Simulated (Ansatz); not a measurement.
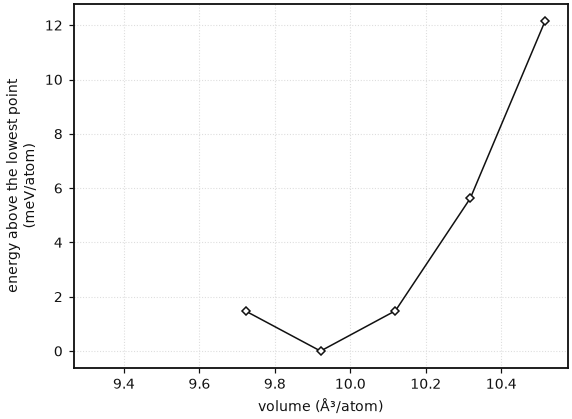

Plotted: energy above the lowest point against volume for Mg₂O₅, space group Pn-3m (No. 224) (one of a set of cubic test structures, which need not be the stable phase).

Calculation (Ansatz 0.2.0 development build): equation of state of a cubic crystal from periodic Kohn-Sham density functional theory without spin, third-order Birch-Murnaghan fit to the free energies; pressure corrected for the finite basis. Level: PBE.

- structure type: cubic X2O5
- atoms in cell: 14
- space group number: 224
- lattice centring: simple cubic
- k mesh: 7×7×7
- occupation method: Fermi–Dirac
- occupation width: 0.06123 eV
- wave cutoff: 700 eV
- datasets: hard PAW
- density tolerance: 1e−09 eV
- bands: 64
- density cutoff ratio: 4
- search for lower states: default

The points at volume 9.33 Å³/atom and 9.52 Å³/atom are left out of the plot. What values does the calculation give there?

| volume (Å³/atom) | energy above the lowest point (meV/atom) |
| --- | --- |
| 9.33 | 14.6 |
| 9.52 | 6.2 |

Note: cubic model structure, not the ambient form; modest k-mesh, values are not fully converged in k; no spin polarisation, a magnetic state may lie lower.
